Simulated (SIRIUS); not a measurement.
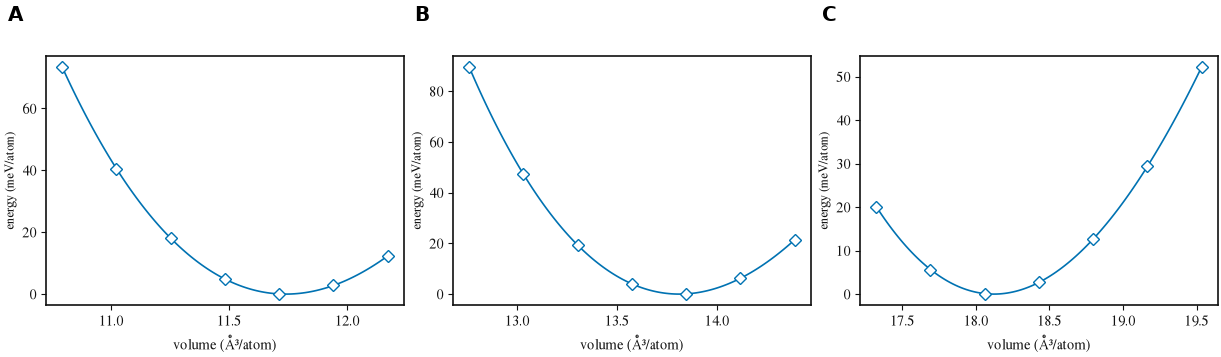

Each panel shows the energy against volume for one of these solids: HfN, Fm-3m (No. 225); Nb, Im-3m (No. 229); Ru, P6_3/mmc (No. 194).

Calculation (SIRIUS 7.12.0): plane-wave DFT, no spin polarisation; energies at scaled volumes of the given cell, shape and fractions fixed, counted from the fit's minimum, third-order Birch-Murnaghan fit. Level: PBE.

Q: Match the panels to the solids.

A: A is HfN (energy from 0.06 meV/atom to 73.28 meV/atom, V0 11.74 Å³/atom, B0 265 GPa); B is Ru (energy from 0.08 meV/atom to 89.46 meV/atom, V0 13.81 Å³/atom, B0 307 GPa); C is Nb (energy from 0.12 meV/atom to 52.19 meV/atom, V0 18.12 Å³/atom, B0 171 GPa).

For Ru, limits of the calculation: coarse k mesh; shape and atomic fractions are frozen while scaling, which makes layered, chain and framework solids too stiff.
